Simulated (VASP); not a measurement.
System: HfN.

```
Hf N
1.0
     3.43321    0.00000    0.00000
    -1.71660    2.97324    0.00000
     0.00000    0.00000    3.96982
Hf N
1 1
Direct
  0.00000 0.00000 0.50000
  0.00000 0.00000 0.00000
```

Space group P6/mmm; a generated structure, not necessarily the stable one.

These are results of Kohn-Sham DFT of a periodic cell, PBE, VASP PAW PBE potentials, recommended (VASP 6.6.1), not measurements.

> Predict the valence pseudo-density and electron localisation function between the atoms.

Hf–N (1.98 Å): the density is about 0.89 e/Å³ at the midpoint; the ELF peaks at about 0.85 in the valence shell of N, 0.6 Å from its nucleus, and is about 0.35 at the midpoint.

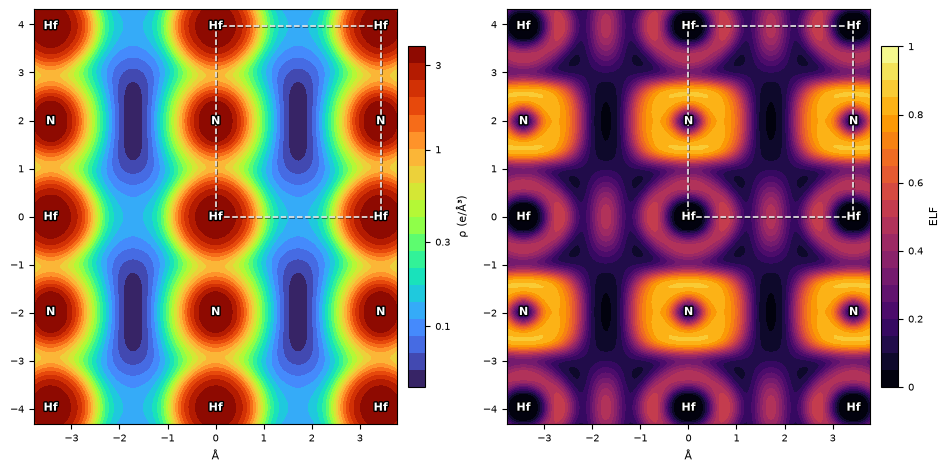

Computed valence pseudo-density and electron localisation function on the (100) plane of the conventional cell, in this order. 

Core electrons are frozen (PAW), and the valence fields are smoothed inside the atomic spheres.
